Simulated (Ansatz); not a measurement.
# Single-point calculation, with input and output: Ni3Ge

Ni3Ge (4 atoms in the cell), computed with DFT PBEsol, scalar-relativistic, plane waves, PAW, no spin polarisation (Ansatz 0.2.0).

The structure derives from a Materials Project entry. It belongs to a series of runs on one base structure; here: ratio of the length along [111] to the lengths across it x 0.71, volume and fractional coordinates fixed. Figures and captions count atoms from 1; the log counts them from 0 in places.

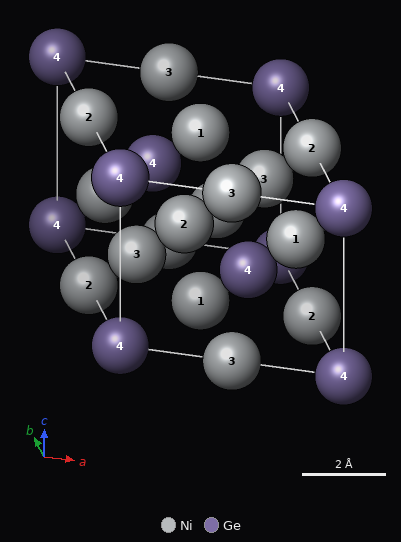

Fig. 1: The structure as given in the input (spheres-only view of the cell 3 times as large as that of the calculation, set on its symmetry axes, seen at an oblique angle; atoms are numbered from 1 in the order of the input).

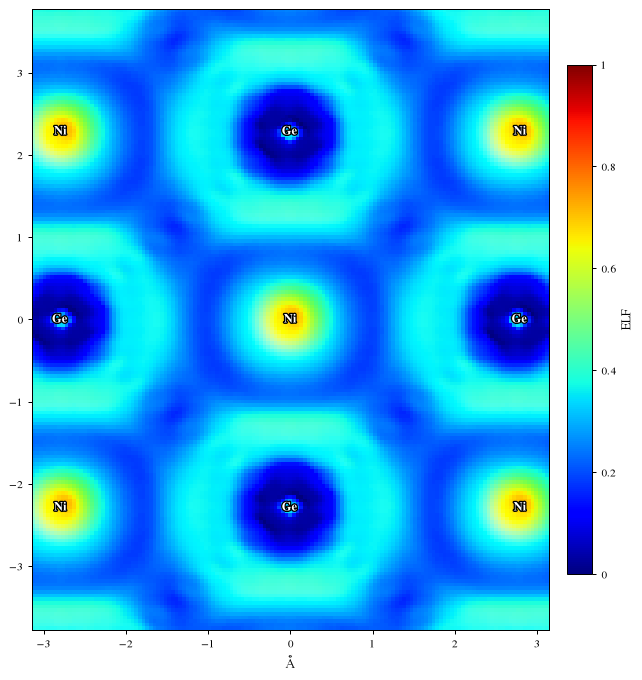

Fig. 2: ELF on the (101) plane of the conventional cell. The section cuts through Ni and Ge sites. Ni–Ge (2.29 Å): the ELF is about 0.35 at the midpoint (metallic bonding. The strong features right at Ni lie inside the PAW spheres (semicore, d or f shells) and say nothing about bonding. Core electrons are frozen (PAW), so the fields are smoothed inside the atomic spheres.

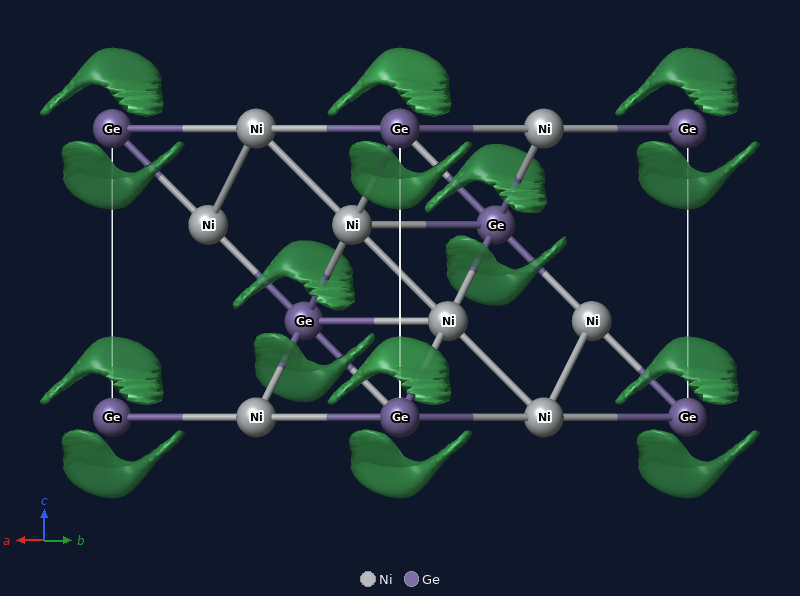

Fig. 3: Isosurface of the ELF at 0.4 (green), seen along [110]. Core shells and regions of very low density are left out. Sticks mark near contacts. The outline is the cell set on symmetry axes. Profiles from the grid: Ni–Ge (2.29 Å): the ELF is about 0.35 at the midpoint, as expected for metallic bonding. Ni–Ni (2.29 Å): the ELF is about 0.25 at the midpoint (no localised pair between them).

These pictures come from the run below.

Input
```yaml
crystal:
  lattice:
    - [3.5692514644, -0.3819494187, -0.3819494187]
    - [-0.3819494187, 3.5692514644, -0.3819494187]
    - [-0.3819494187, -0.3819494187, 3.5692514644]
  atoms:
    - { symbol: Ni, position: [0.5, 0.0, 0.5] }
    - { symbol: Ni, position: [0.0, 0.5, 0.5] }
    - { symbol: Ni, position: [0.5, 0.5, 0.0] }
    - { symbol: Ge, position: [0.0, 0.0, 0.0] }
basis:
  ecutwfc: 420
kpoints:
  mp_grid: { grid: [16, 16, 16] }
hamiltonian:
  xc: pbesol
scf:
  occupations: { method: gaussian, width: 0.15 }
output:
  forces: true
  stress: true
  eigenvalues: true
  write_density: true
  write_potential: true
  elf: true
  volumetric_format: npy
```

Command:
```bash
ansatz run input.yaml --threads 1 --pin off --max-ram 2560MiB --backend cpu --events-out ev --progress --plain --runs-dir out
```

Log
```
Engine: ansatz 0.2.0, x86_64-unknown-linux-gnu
Pseudopotentials: kind: paw
Pseudopotential: Ni, paw, valence charge 18, recommended cutoff 420 eV (normal), Ni.paw.azcp
Pseudopotential: Ge, paw, valence charge 14, recommended cutoff 420 eV (normal), Ge.paw.azcp
Functional definition: PBEsol
  exchange = pbesol_x
  correlation = pbesol_c
Crystal: 4 atoms, lattice volume = 43.797 Å³
Basis set: ecut = 420 eV, 857 PW (Γ), exchange–correlation on 50×50×50 points (8 copies of the dense FFT grid, shifted against one another)
Bands: 41, of which v1, the nominal top of the filled ones, is band 34 counted from 1 (33 counted from 0)
Symmetry: 12 space group operations
Space group: R-3m (ITA 166), of the structure as read, at distance tolerance 3.5e-5 Å
k-points: 417 of 4096
Non-local potential: Ni, projectors of the file, l = 0: 3, l = 1: 2, l = 2: 3, l = 3: 1
Non-local potential: Ge, projectors of the file, l = 0: 2, l = 1: 2, l = 2: 3, l = 3: 1
PAW form: soft (Blöchl's): semilocal exchange-correlation on the pseudo side does not see the compensation charge
PAW frozen core: Ni, regenerated for the run's functional, and the local potential with it (the file was generated under x = pbe(κ = 0.804, μ = 0.2195149727645171), c = pbe(β = 0.06672455060314922))
PAW frozen core: Ge, regenerated for the run's functional, and the local potential with it (the file was generated under x = pbe(κ = 0.804, μ = 0.2195149727645171), c = pbe(β = 0.06672455060314922))
PAW one-centre angular grid: Ni, 590 points (default); XC on 64 Gauss nodes
PAW one-centre angular grid: Ge, 590 points (default); XC on 64 Gauss nodes
Initial density: superposition of atomic densities (neutral atoms: chi_scale 0, normalization atom), corrected by the library's trained network
Initial wavefunctions: pseudopotential atomic-orbital guess
Functional: x = pbesol(κ = 0.804, μ = 0.12345679012345678), c = pbesol(β = 0.046)
SCF iter   1: F=—  HF=-21667.886080 eV  |F-HF|=—  |Δ(HF+E_count)|=         —  Δρ=2.28e-2  dr2=1.30e-1  ethr=1.77e-3  ⟨swp⟩=5.4  Hψ=55542  notcnv=0  defer=54
preconditioner: auto → Kerker (q_TF=auto, 2.936 Å⁻¹)  [metal: Δε(μ)=0.001 eV  Ē_g=13.189 eV  σ=0.150 eV  W_gap=0.00  n_scr=24 (ndim 8)  ℏωp=37.2 eV  f_vac=0.000  D(μ)=3.66/eV (n_scr^D=44)]
SCF iter   2: F=—  HF=-21667.866823 eV  |F-HF|=—  |Δ(HF+E_count)|=   1.93e-2  Δρ=6.43e-3  dr2=1.46e-2  ethr=1.92e-4  ⟨swp⟩=2.7  Hψ=31601  notcnv=0  defer=336
SCF iter   3: F=—  HF=-21667.864546 eV  |F-HF|=—  |Δ(HF+E_count)|=   2.28e-3  Δρ=1.90e-3  dr2=2.26e-3  ethr=2.14e-5  ⟨swp⟩=1.0  Hψ=16405  notcnv=0  defer=338
SCF iter   4: F=—  HF=-21667.864092 eV  |F-HF|=—  |Δ(HF+E_count)|=   4.54e-4  Δρ=5.16e-4  dr2=1.94e-4  ethr=3.32e-6  ⟨swp⟩=2.5  Hψ=26066  notcnv=0  defer=338
SCF iter   5: F=—  HF=-21667.864058 eV  |F-HF|=—  |Δ(HF+E_count)|=   3.39e-5  Δρ=2.48e-4  dr2=2.13e-5  ethr=2.86e-7  ⟨swp⟩=2.0  Hψ=24175  notcnv=0  defer=338
SCF iter   6: F=—  HF=-21667.864029 eV  |F-HF|=—  |Δ(HF+E_count)|=   2.92e-5  Δρ=1.08e-4  dr2=4.48e-6  ethr=3.13e-8  ⟨swp⟩=2.0  Hψ=24156  notcnv=0  defer=338
SCF iter   7: F=—  HF=-21667.864029 eV  |F-HF|=—  |Δ(HF+E_count)|=   5.54e-7  Δρ=2.34e-5  dr2=2.38e-7  ethr=6.59e-9  ⟨swp⟩=2.0  Hψ=25664  notcnv=0  defer=338
SCF iter   8: F=-21667.864029 eV  HF=-21667.864029 eV  |F-HF|=7.20e-9  |Δ(HF+E_count)|=   3.55e-9  Δρ=6.99e-6  dr2=1.86e-8  ethr=1.47e-10  ⟨swp⟩=12.5  Hψ=127033  notcnv=0
SCF 1 converged in 8 iterations: F = -21667.864029 eV  dr2 = 1.86e-8
  greatest PAW one-centre occupation: 1.001 electrons in one spin orbital (limit 2), on the Ni atom at site 0 (counted from 0), in its partial waves of l = 1
SCF converged after 8 iterations
Free energy (F): -21667.864029 eV
Harris-Foulkes:  -21667.864029 eV  (|F-HF|=7.20e-9)
Internal energy: -21667.825205 eV  (E = F + TS)
E sigma→0 (E₀):  -21667.844617 eV
Entropy (-TS):   -0.038824 eV (-9.706 meV/atom)
Fermi energy:    18.595616 eV
--- Per-component energies (eV) ---
  E_band       = -833.378659
  E_kinetic    = 976.600075
  E_local      = -12354.698148  (includes V_loc(G=0)·N_el)
  E_nonlocal   = 2342.350909
  E_hartree    = 5252.040704
  E_xc         = -332.997829
  E_vxc        = -398.844462  (∫ρ·V_xc dr)
  E_paw        = -6774.573582  (= ΣΔE_a)
  E_vpaw       = -1902.860913  (= ΣTr[D̂ρ^β])
  E_aug_tail   = 0.001606  (compensation charges beyond the density's cutoff)
  E_ewald      = -10778.058743
  E_core_change = 1.509803  (= ΣΔE_core)
  E_smearing   = -0.038824  (= −TS)
  E_closure    = 0.000000  (closes the sum)
  Σ components = -21667.864029   (vs F -21667.864029, Δ=0.00e0)
--- Forces (eV/Å), atoms counted from 1 ---
  atom   1  Ni     0.00000000     0.00000000    -0.00000000
  atom   2  Ni     0.00000000     0.00000000     0.00000000
  atom   3  Ni     0.00000000    -0.00000000    -0.00000000
  atom   4  Ge     0.00000000     0.00000000     0.00000000
  max |Σ_I F_I| component: 2.63e-29 eV/Å
--- Stress (GPa, compression-positive) ---
       20.088123      14.169983      14.169983
       14.169983      20.088123      14.169983
       14.169983      14.169983      20.088123
  P = ⅓ Tr σ = 20.0881 GPa (200.881 kbar)
--- Band table (eV; the first three rows and the last of 417) ---
  k-point 0: bands = ["-84.1584", "-84.1035", "-84.1035", "-44.9199", "-44.9199", "-44.8912", "-44.7244", "-44.7244", "-44.6716", "-44.4674", "-44.4674", "-44.4565", "-5.9534", "-5.9534", "-5.9174", "-5.9174", "-5.8887", "6.0526", "13.7252", "14.6092", "14.6092", "15.0981", "15.0981", "15.1455", "16.6542", "16.6542", "17.4156", "17.9743", "18.0768", "18.1687", "18.1687", "18.3939", "18.3939", "18.4866", "18.4866", "19.3582", "23.4040", "25.0858", "25.0858", "26.3686", "26.3686"]
  k-point 1: bands = ["-84.1579", "-84.1040", "-84.1035", "-44.9195", "-44.9189", "-44.8912", "-44.7238", "-44.7227", "-44.6704", "-44.4697", "-44.4685", "-44.4584", "-5.9532", "-5.9528", "-5.9173", "-5.9166", "-5.8886", "6.0999", "13.7266", "14.5736", "14.6335", "15.0927", "15.1160", "15.1457", "16.5274", "16.5734", "17.3264", "17.9564", "18.0134", "18.1358", "18.1552", "18.3667", "18.4008", "18.5757", "18.6260", "19.3712", "23.5613", "24.8281", "25.0701", "26.4359", "26.7178"]
  k-point 2: bands = ["-84.1565", "-84.1054", "-84.1036", "-44.9183", "-44.9160", "-44.8911", "-44.7223", "-44.7174", "-44.6666", "-44.4763", "-44.4739", "-44.4617", "-5.9526", "-5.9510", "-5.9172", "-5.9144", "-5.8882", "6.2405", "13.7020", "14.4486", "14.7022", "15.0770", "15.1661", "15.1671", "16.2546", "16.3543", "17.1875", "17.8101", "17.8963", "18.0576", "18.1147", "18.3173", "18.3381", "18.7929", "18.8901", "19.5423", "23.7374", "24.5681", "24.9818", "26.6531", "27.1996"]
  k-point 416: bands = ["-84.1376", "-84.1376", "-84.0900", "-44.9385", "-44.8986", "-44.8986", "-44.7774", "-44.6757", "-44.6757", "-44.4644", "-44.4612", "-44.4612", "-5.9628", "-5.9628", "-5.8938", "-5.8895", "-5.8895", "9.2211", "14.2699", "14.2699", "14.3043", "14.3043", "14.8039", "15.1299", "15.4283", "16.2316", "16.2316", "16.8329", "16.8329", "17.6880", "18.0469", "18.0469", "18.1433", "18.3055", "18.3055", "19.8728", "20.7911", "21.8650", "21.8650", "27.5963", "32.2923"]
```

Results in brief

| quantity | value |
| --- | --- |
| outcome | converged |
| space group (tolerance 0.01 Å) | R-3m (166) |
| electrons treated | 68 |
| free energy | −21667.8640 eV |
| Fermi energy | 18.596 eV |
| gap on the k-point mesh | none (metallic) |
| pressure | 20.09 GPa |
| largest force (length of the vector) | under 0.001 eV/Å |
| hardware | 1 thread of Oxide Virtual Turin-like (Zen 5), 32 GiB of memory available, shared host |
| wall time | 37 s |
| peak memory | 0.78 GiB |

The run has no spin polarisation, so a magnetic state may lie lower. The cell is under a pressure of 20 GPa at this level, so it is not at its equilibrium volume.
